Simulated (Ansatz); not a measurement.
C62N (cell charge −1, with a compensating background) (cell with a defect)

C62N (cell charge −1, with a compensating background) (cell with a defect), 63 atoms, a = 7.14 Å, b = 7.14 Å, c = 7.14 Å, α = 90.00°, β = 90.00°, γ = 90.00°.

PAW files of the earlier set (soft_1); spin-polarised.

Level of theory: DFT PBE, scalar-relativistic, plane waves, PAW (Ansatz 0.2.0).

Q: What can the converged valence pseudo-density and electron localisation function tell about the bonding?

A: C–N (1.48 Å): the density is about 1.9 e/Å³ at the midpoint; the ELF peaks at about 0.90 between the atoms; localised, covalent bonding.
C–C (1.49 Å): ρ is about 1.8 e/Å³ halfway; the ELF peaks at about 0.95 between the atoms, as expected for a covalent bond.
C–C (1.54 Å): the density is about 1.7 e/Å³ at the midpoint; the ELF peaks at about 0.95 between the atoms: localised, covalent bonding.

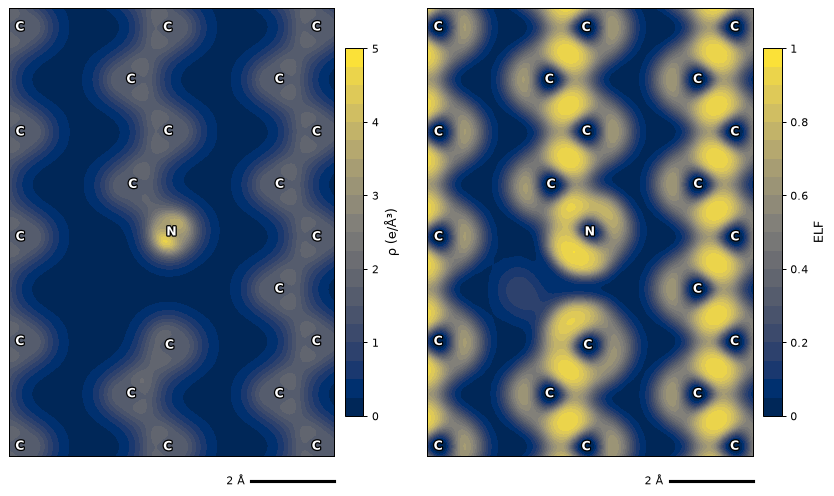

Computed valence pseudo-density and electron localisation function on the (11̄0) plane of the calculation cell, in this order. 
